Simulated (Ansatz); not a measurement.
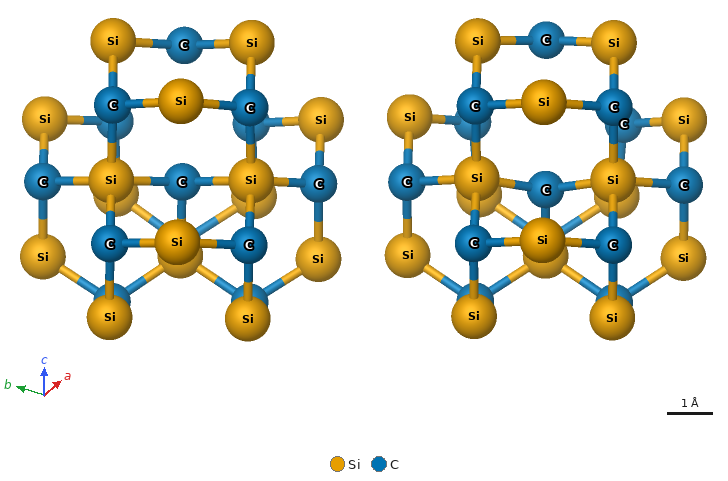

Two geometries of a defect cell of composition Si$_{95}$C$_{96}$ (cell charge −2), drawn at one scale. One is the start of a relaxation, the other its converged end. Style: ball-and-stick. Shown: the atoms within 4.2 Å of the atom that moves most (axes of the cell of the calculation (origin shifted)), from a free direction.

These are results of DFT, PBEsol, PAW, plane waves in Ansatz, not measurements. Set-up: plane-wave cutoff 420 eV; k-point mesh 1 × 1 × 1; mesh shifted by (0.25, 0.25, 0.25); collinear spin; atoms relaxed in a fixed cell; force threshold 0.03 eV/Å; at most 80 steps.

**Which geometry has the lower energy?**

The right one is the relaxed one. The largest moves, 0.21 Å, are those of C atoms. By element the largest moves are C 0.21 Å, Si 0.07 Å. The cell stays as it was. Among the contacts that change: C–Si 1.947 → 1.811 Å, C–Si 1.920 → 1.808 Å, C–Si 1.899 → 1.810 Å, C–Si 1.833 → 1.911 Å. Among the angles between lasting bonds that change: Si–C–Si 105.7° → 114.3°, C–Si–C 106.2° → 113.4°, C–Si–C 111.4° → 105.3°. After 5 geometry steps the energy has fallen by 3.710 eV per cell of the calculation. The largest force component goes from 3.1 to 0.025 eV/Å. The run took 31 s on 1 × NVIDIA GB300 Max-Q with 8 threads of Arm Neoverse-V2, peak memory 2.6 GiB.

Limits of the set-up: the cell is charged, on a uniform background, and energies carry no finite-size correction.
